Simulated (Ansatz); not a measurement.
# Band-structure calculation of ZnO

ZnO (P6₃mc, 8 atoms in the cell), computed with DFT, r2SCAN+rVV10, plane waves, PAW, no spin polarisation (Ansatz 0.2.0).

The structure was built on a prototype by a generator. The geometry comes from this level: r2scan-rvv10.

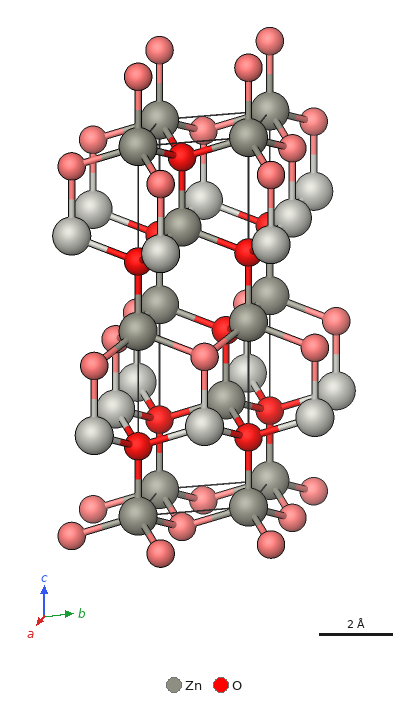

Fig. 1: The input geometry (ball-and-stick view of the cell of the calculation, seen slightly off an axis; neighbours outside the cell are drawn fainter). An atom can appear more than once, as a periodic image.

**Input**
```yaml
crystal:
  lattice:
    - [3.2164780965, 0.0, 0.0]
    - [-1.6082390482, 2.7855517423, 0.0]
    - [0.0, 0.0, 10.442294461]
  atoms:
    - { symbol: Zn, position: [0.0, 0.0, -0.0005712966] }
    - { symbol: Zn, position: [0.3333333333, 0.6666666667, 0.2495865606] }
    - { symbol: Zn, position: [0.0, 0.0, 0.4994287034] }
    - { symbol: Zn, position: [0.6666666667, 0.3333333333, 0.7495865606] }
    - { symbol: O, position: [0.0, 0.0, 0.1881156868] }
    - { symbol: O, position: [0.3333333333, 0.6666666667, 0.4378690491] }
    - { symbol: O, position: [0.0, 0.0, 0.6881156868] }
    - { symbol: O, position: [0.6666666667, 0.3333333333, 0.9378690491] }
kpoints:
  mp_grid: { grid: [12, 12, 4] }
  band_path:
    path:
      - [0.0, 0.0, 0.0]
      - [0.5, 0.0, 0.0]
      - [0.3333333333, 0.3333333333, 0.0]
      - [0.0, 0.0, 0.5]
      - [0.5, 0.0, 0.5]
      - [0.3333333333, 0.3333333333, 0.5]
    npoints: 1
hamiltonian:
  xc: r2scan
  dispersion: rvv10
scf:
  occupations: { method: fermi_dirac, width: 0.03 }
  n_extra_bands: 6
output:
  forces: true
  stress: true
  eigenvalues: true
```

Launched with:
```bash
ansatz run input.yaml --threads 4 --pin off --max-ram 4608MiB --backend cpu --events-out ev --progress --plain --runs-dir out
```

**Log**
```
scf.n_extra_bands = 6 over 36 filled bands (N_el = 72.0): the run solves 42 bands
Engine: ansatz 0.2.0, x86_64-unknown-linux-gnu
Pseudopotentials: kind: paw
Pseudopotential: Zn, paw, valence charge 12, recommended cutoff 500 eV (meta_gga), Zn.paw.azcp
Pseudopotential: O, paw, valence charge 6, recommended cutoff 500 eV (meta_gga), O.paw.azcp
Functional definition: r2SCAN+rVV10
  parameter k0 = 0.174
  parameter k1 = 0.065
  parameter a1 = 4.9479
  exchange = r2scan_x(k0 = k0, k1 = k1, a1 = a1)
  correlation = r2scan_c + rvv10(11.95, 0.0093)
Crystal: 8 atoms, lattice volume = 93.559 Å³
Basis set: ecut = 500 eV, 2361 PW (Γ), exchange–correlation on 108×108×360 points (64 copies of the dense FFT grid, shifted against one another)
Bands: 42, of which v1, the nominal top of the filled ones, is band 36 counted from 1 (35 counted from 0)
Symmetry: 12 space group operations
Space group: P63mc (ITA 186), of the structure as read, at distance tolerance 4.5e-5 Å
k-points: 57 of 576 (time reversal used)
Non-local potential: Zn, projectors of the file, l = 0: 2, l = 1: 2, l = 2: 3, l = 3: 1
Non-local potential: O, projectors of the file, l = 0: 2, l = 1: 2, l = 2: 1
PAW form: soft (Blöchl's): semilocal exchange-correlation on the pseudo side does not see the compensation charge
rVV10 density: all electrons in the spheres
PAW frozen core: Zn, regenerated for the run's functional (the file was generated under x = pbe(κ = 0.804, μ = 0.2195149727645171), c = pbe(β = 0.06672455060314922))
PAW frozen core: O, regenerated for the run's functional (the file was generated under x = pbe(κ = 0.804, μ = 0.2195149727645171), c = pbe(β = 0.06672455060314922))
PAW one-centre angular grid: Zn, 590 points (default); XC on 261 of its mesh's 2673 points in the sphere
PAW one-centre angular grid: O, 302 points (default); XC on 160 Gauss nodes
Initial density: superposition of atomic densities (neutral atoms: chi_scale 0, normalization atom), corrected by the library's trained network
Initial wavefunctions: pseudopotential atomic-orbital guess
Functional: x = r2scan, c = r2scan + rvv10(b = 11.95, C = 0.0093); τ floored in thin density (d = 2e-4 eV/Å³)
SCF iter   1: F=—  HF=-15574.038559 eV  |F-HF|=—  |Δ(HF+E_count)|=         —  Δρ=1.88e-2  dr2=1.51e-1  dr2_τ=1.91e-1  ethr=1.77e-3  ⟨swp⟩=6.3  Hψ=8866  notcnv=0  defer=1
preconditioner: auto → Resta (q_TF=auto, 2.612 Å⁻¹)  ε∞=7.3  [insulator: Δε(μ)=1.250 eV  Ē_g=12.946 eV  σ=0.030 eV  W_gap=1.00  n_scr=38 (ndim 8)  ℏωp=32.6 eV  f_vac=0.025  D(μ)=0.00/eV (n_scr^D=0)  ε∞_Penn≈7.3]
SCF iter   2: F=—  HF=-15574.102042 eV  |F-HF|=—  |Δ(HF+E_count)|=   6.35e-2  Δρ=4.63e-3  dr2=1.62e-2  dr2_τ=1.14e-3  ethr=2.09e-4  ⟨swp⟩=2.6  Hψ=4997  notcnv=0  defer=98
SCF iter   3: F=—  HF=-15574.097211 eV  |F-HF|=—  |Δ(HF+E_count)|=   4.83e-3  Δρ=4.51e-3  dr2=9.29e-3  dr2_τ=3.44e-4  ethr=2.25e-5  ⟨swp⟩=2.0  Hψ=4364  notcnv=0  defer=98
SCF iter   4: F=—  HF=-15574.095575 eV  |F-HF|=—  |Δ(HF+E_count)|=   1.64e-3  Δρ=1.14e-3  dr2=8.60e-4  dr2_τ=2.82e-5  ethr=1.29e-5  ⟨swp⟩=1.2  Hψ=2318  notcnv=0  defer=98
SCF iter   5: F=—  HF=-15574.095429 eV  |F-HF|=—  |Δ(HF+E_count)|=   1.46e-4  Δρ=2.61e-4  dr2=3.94e-5  dr2_τ=5.20e-6  ethr=1.19e-6  ⟨swp⟩=2.6  Hψ=4432  notcnv=0  defer=98
SCF iter   6: F=—  HF=-15574.095454 eV  |F-HF|=—  |Δ(HF+E_count)|=   2.44e-5  Δρ=1.05e-4  dr2=1.25e-5  dr2_τ=3.99e-7  ethr=5.48e-8  ⟨swp⟩=2.0  Hψ=4115  notcnv=0  defer=98
SCF iter   7: F=—  HF=-15574.095451 eV  |F-HF|=—  |Δ(HF+E_count)|=   2.21e-6  Δρ=3.99e-5  dr2=1.30e-6  dr2_τ=1.22e-7  ethr=1.74e-8  ⟨swp⟩=2.0  Hψ=4278  notcnv=0  defer=98
SCF iter   8: F=—  HF=-15574.095451 eV  |F-HF|=—  |Δ(HF+E_count)|=   2.23e-7  Δρ=2.13e-5  dr2=4.04e-7  dr2_τ=1.43e-8  ethr=1.81e-9  ⟨swp⟩=2.5  Hψ=4259  notcnv=0  defer=98
SCF iter   9: F=-15574.095451 eV  HF=-15574.095451 eV  |F-HF|=2.22e-8  |Δ(HF+E_count)|=   9.17e-8  Δρ=6.02e-6  dr2=3.70e-8  dr2_τ=6.10e-10  ethr=1.39e-10  ⟨swp⟩=8.0  Hψ=11440  notcnv=0
SCF 1 converged in 9 iterations: F = -15574.095451 eV  dr2 = 3.70e-8
  greatest PAW one-centre occupation: 0.987 electrons in one spin orbital (limit 2), on the Zn atom at site 0 (counted from 0), in its partial waves of l = 2
```

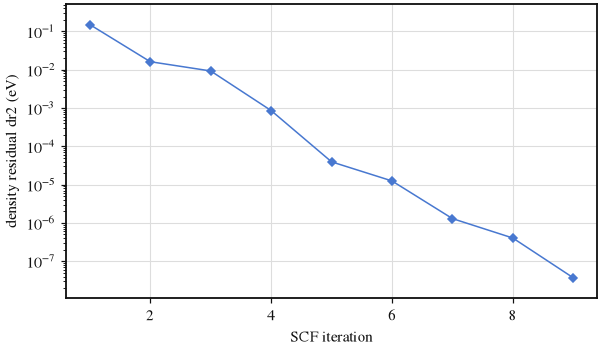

Fig. 2: Convergence of the self-consistent field: density residual dr2 against the SCF iteration. The residual falls at every step.

```
NSCF: frozen V_eff on 6 k-points
SCF converged after 9 iterations
Free energy (F): -15574.095451 eV
Harris-Foulkes:  -15574.095451 eV  (|F-HF|=2.22e-8)
Internal energy: -15574.095451 eV  (E = F + TS)
E sigma→0 (E₀):  -15574.095451 eV
Fermi energy:    7.696699 eV
--- Per-component energies (eV) ---
  E_band       = 106.136907
  E_kinetic    = 1225.875943
  E_local      = -7968.602518  (includes V_loc(G=0)·N_el)
  E_nonlocal   = 2683.752235
  E_hartree    = 3286.999596
  E_xc         = -780.338419
  E_vxc        = -630.353937  (∫ρ·V_xc dr)
  E_paw        = -8056.765630  (= ΣΔE_a)
  E_vpaw       = -1816.835983  (= ΣTr[D̂ρ^β])
  E_aug_tail   = 0.003002  (compensation charges beyond the density's cutoff)
  E_vtau       = 38.296291  (kinetic-family band-sum trace: ∫τ·v_τ [+ j·A + Jᵃ·Aᵃ] dr)
  E_ewald      = -5964.161421
  E_core_change = -0.858239  (= ΣΔE_core)
  E_smearing   = -0.000000  (= −TS)
  E_closure    = 0.000000  (closes the sum)
  Σ components = -15574.095451   (vs F -15574.095451, Δ=0.00e0)
--- Forces (eV/Å), atoms counted from 1 ---
  atom   1  Zn     0.00000000     0.00000000    -0.00137011
  atom   2  Zn     0.00000000    -0.00000000    -0.00164194
  atom   3  Zn    -0.00000000     0.00000000    -0.00137011
  atom   4  Zn    -0.00000000     0.00000000    -0.00164194
  atom   5  O      0.00000000     0.00000000     0.00160361
  atom   6  O     -0.00000000     0.00000000     0.00147271
  atom   7  O     -0.00000000     0.00000000     0.00160361
  atom   8  O      0.00000000    -0.00000000     0.00147271
  max |Σ_I F_I| component: 1.29e-4 eV/Å
--- Stress (GPa, compression-positive) ---
        0.002789      -0.000000      -0.000000
       -0.000000       0.002789       0.000000
       -0.000000       0.000000       0.016133
  P = ⅓ Tr σ = 0.0072 GPa (0.072 kbar)
--- Band table (eV; the first three rows and the last of 57) ---
  k-point 0: bands = ["-12.1086", "-11.7817", "-11.7531", "-11.4050", "0.9656", "1.0096", "1.1787", "1.1787", "1.2017", "1.2561", "1.2755", "1.2755", "1.3274", "1.3274", "1.4247", "1.4247", "2.5457", "2.5457", "2.5639", "2.5639", "2.6490", "2.6490", "2.6959", "2.6959", "2.9551", "4.7947", "4.8350", "6.2648", "6.2648", "6.6799", "6.6799", "6.7052", "6.7052", "7.0564", "7.1026", "7.1026", "8.2371", "10.8560", "11.0173", "13.1115", "15.7565", "17.8911"]
  k-point 1: bands = ["-12.0834", "-11.9010", "-11.6308", "-11.4335", "0.9887", "1.0438", "1.1752", "1.1878", "1.1878", "1.1926", "1.2493", "1.2493", "1.3536", "1.3536", "1.4153", "1.4153", "2.5491", "2.5491", "2.5622", "2.5622", "2.6550", "2.6550", "2.6884", "2.6884", "3.1338", "4.1685", "5.4743", "6.2983", "6.2983", "6.5312", "6.5312", "6.7204", "6.8514", "6.8514", "7.0718", "7.0718", "8.6140", "10.1187", "11.7199", "12.9119", "15.9426", "17.1255"]
  k-point 2: bands = ["-12.0109", "-12.0109", "-11.5134", "-11.5134", "1.0705", "1.0705", "1.1146", "1.1146", "1.2133", "1.2133", "1.2133", "1.2133", "1.3895", "1.3895", "1.3895", "1.3895", "2.5565", "2.5565", "2.5565", "2.5565", "2.6711", "2.6711", "2.6711", "2.6711", "3.5815", "3.5815", "6.1208", "6.1208", "6.3926", "6.3926", "6.3926", "6.3926", "6.9838", "6.9838", "6.9838", "6.9838", "9.3238", "9.3238", "12.4038", "12.4038", "16.4281", "16.4281"]
  k-point 56: bands = ["-11.2740", "-11.2740", "-11.2443", "-11.2443", "1.1466", "1.1466", "1.3801", "1.3801", "1.4477", "1.4477", "1.7602", "1.7602", "2.0917", "2.0917", "2.1461", "2.1461", "2.4823", "2.4823", "2.5136", "2.5136", "2.7802", "2.7802", "2.8474", "2.8474", "3.0528", "3.0528", "3.4212", "3.4212", "4.0523", "4.0523", "4.7443", "4.7443", "5.4307", "5.4307", "5.6158", "5.6158", "14.9346", "14.9346", "15.5081", "15.5081", "15.6748", "15.6748"]
```

**File bands.tsv**
```
# k_distance	band_0	band_1	band_2	band_3	band_4	band_5	band_6	band_7	band_8	band_9	band_10	band_11	band_12	band_13	band_14	band_15	band_16	band_17	band_18	band_19	band_20	band_21	band_22	band_23	band_24	band_25	band_26	band_27	band_28	band_29	band_30	band_31	band_32	band_33	band_34	band_35	band_36	band_37	band_38	band_39	band_40	band_41
# fermi_ev = 7.696699
# lock_threshold_ev = 1e-6
# [0, 0, 0] at k_distance = 0.000000
# [0.5, 0, 0] at k_distance = 1.127817
# [0.3333333333, 0.3333333333, 0] at k_distance = 1.778962
# [0, 0, 0.5] at k_distance = 3.115553
# [0.5, 0, 0.5] at k_distance = 4.243370
# [0.3333333333, 0.3333333333, 0.5] at k_distance = 4.894515
# levels_relative_to = fermi_ev
# free_energy_ev = -15574.095451
# largest_residual_norms_ev = 1.050e-3 8.346e-4 8.005e-4 9.504e-4 5.998e-4 4.692e-4 5.062e-4 5.806e-4 6.646e-4 9.627e-4 4.244e-4 7.429e-4 5.886e-4 5.771e-4 7.991e-4 1.033e-3 8.951e-4 1.042e-3 1.096e-3 1.152e-3 1.287e-3 1.463e-3 5.496e-4 5.697e-4 8.710e-4 1.026e-3 6.109e-4 1.558e-3 1.953e-3 1.265e-3 1.648e-3 2.066e-3 1.372e-3 1.296e-3 1.636e-3 2.000e-3 8.986e-4 1.185e-3 1.000e-3 2.306e-3 1.909e-3 1.978e-3
0.000000	-19.805318	-19.478428	-19.449809	-19.101736	-6.731085	-6.687053	-6.518044	-6.518044	-6.495030	-6.440576	-6.421189	-6.421189	-6.369275	-6.369275	-6.272001	-6.272001	-5.150988	-5.150988	-5.132751	-5.132751	-5.047655	-5.047655	-5.000780	-5.000780	-4.741647	-2.901995	-2.861691	-1.431888	-1.431888	-1.016774	-1.016774	-0.991450	-0.991450	-0.640347	-0.594138	-0.594138	0.540440	3.159348	3.320620	5.414782	8.059836	10.194382
1.127817	-19.119861	-19.021919	-18.997890	-18.903037	-6.965474	-6.880782	-6.597746	-6.487744	-6.239797	-6.138267	-5.991227	-5.987318	-5.961245	-5.770748	-5.623510	-5.617444	-5.151441	-5.088739	-5.019143	-5.008045	-4.992668	-4.943476	-4.902415	-4.885460	-4.635647	-4.557943	-4.065490	-4.063599	-3.373629	-2.947759	-2.580234	-2.164725	-2.140081	-2.054096	-1.596634	-1.454871	5.252065	5.430788	6.153882	6.486410	7.740193	8.559298
1.778962	-18.975200	-18.965999	-18.940913	-18.940913	-6.526733	-6.526733	-6.494877	-6.320828	-6.320828	-6.120935	-5.878511	-5.878511	-5.656898	-5.478774	-5.478774	-5.456300	-5.260051	-5.260051	-5.163120	-5.163120	-5.107167	-5.042347	-5.042347	-4.671241	-4.564194	-4.564194	-4.379806	-4.180973	-3.729696	-3.729696	-2.779032	-2.779032	-2.602358	-2.182460	-2.182460	-1.944569	7.249988	7.249988	7.838892	7.838892	7.917183	8.113976
3.115553	-19.707605	-19.707605	-19.210069	-19.210069	-6.626157	-6.626157	-6.582133	-6.582133	-6.483371	-6.483371	-6.483371	-6.483371	-6.307198	-6.307198	-6.307198	-6.307198	-5.140248	-5.140248	-5.140248	-5.140248	-5.025647	-5.025647	-5.025647	-5.025647	-4.115155	-4.115155	-1.575882	-1.575882	-1.304100	-1.304100	-1.304100	-1.304100	-0.712874	-0.712874	-0.712874	-0.712874	1.627094	1.627094	4.707115	4.707115	8.731408	8.731408
4.243370	-19.087806	-19.087806	-18.933611	-18.933611	-6.888364	-6.888364	-6.603132	-6.603132	-6.169610	-6.169610	-6.020632	-6.020632	-5.738698	-5.738698	-5.731114	-5.731114	-5.103155	-5.103155	-5.015757	-5.015757	-4.968844	-4.968844	-4.895239	-4.895239	-4.613914	-4.613914	-4.099437	-4.099437	-2.902085	-2.902085	-2.696042	-2.696042	-1.858612	-1.858612	-1.654426	-1.654426	5.647622	5.647622	5.964886	5.964886	8.037640	8.037640
4.894515	-18.970674	-18.970674	-18.940982	-18.940982	-6.550064	-6.550064	-6.316622	-6.316622	-6.248988	-6.248988	-5.936456	-5.936456	-5.605029	-5.605029	-5.550555	-5.550555	-5.214423	-5.214423	-5.183072	-5.183072	-4.916481	-4.916481	-4.849347	-4.849347	-4.643853	-4.643853	-4.275462	-4.275462	-3.644407	-3.644407	-2.952448	-2.952448	-2.266010	-2.266010	-2.080896	-2.080896	7.237923	7.237923	7.811450	7.811450	7.978133	7.978133
```

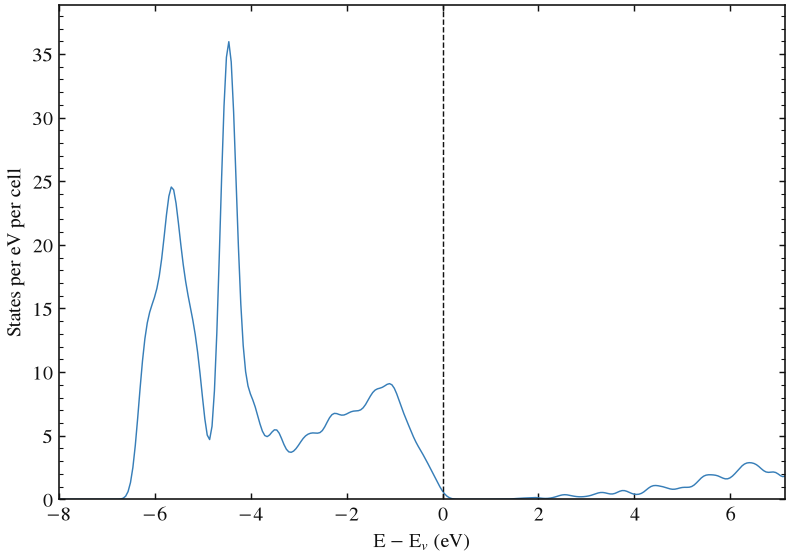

Fig. 3: Density of states (the curve is built from the levels of the k mesh with Gaussians 0.3 eV wide, which also blur the band edges), with energies from the valence-band top. There is a gap of 1.13 eV on the k-point mesh. Small ripples come from the finite k-point mesh.

**Summary**

```tsv
quantity	value
outcome	converged
space group (tolerance 0.01 Å)	P6₃mc (186)
electrons treated	72
free energy	−15574.0955 eV
Fermi energy	7.697 eV
gap on the k-point mesh	1.13 eV
pressure	0.01 GPa
largest force (length of the vector)	0.002 eV/Å
hardware	4 threads of Intel Xeon (Granite Rapids), 32 GiB of memory available, shared host
wall time	9.2 s (CPU time 34 s)
peak memory	0.79 GiB
```
